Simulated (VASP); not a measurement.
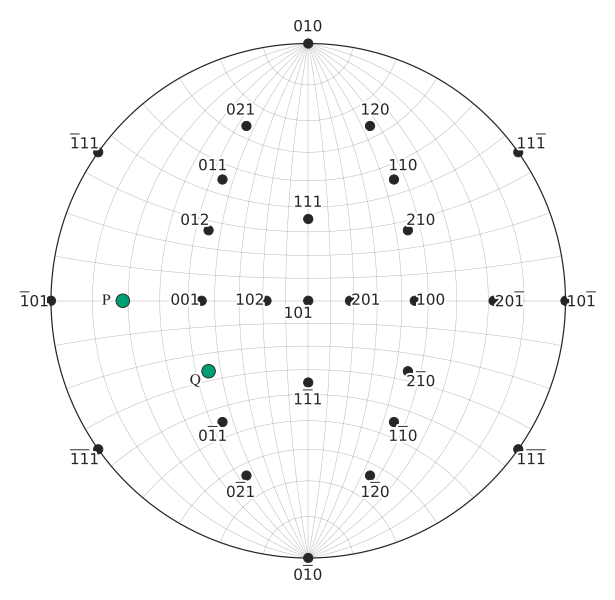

Crystal: PbSe, the geometry relaxed with VASP 6.6.1, VASP Kohn-Sham DFT of a periodic cell, LDA, VASP PAW LDA potentials, recommended. Stereographic projection of plane normals (upper hemisphere) centred on (1 0 1). All values are computed from the atomic coordinates in the standard setting (tolerance 0.002 Å).

a = 6.045 Å, b = 6.045 Å, c = 6.045 Å, α = 90.00°, β = 90.00°, γ = 90.00°.

> Index the poles marked P, Q.

P is (−1 0 2), 71.6° from the centre; Q is (0 −1 2), 50.8° from the centre.

> What is the angle between the normals of (1 2 0) and (2 0 −1), and what are their d_hkl = 1/|g|?

66.4°; d = 2.703 Å and 2.703 Å.
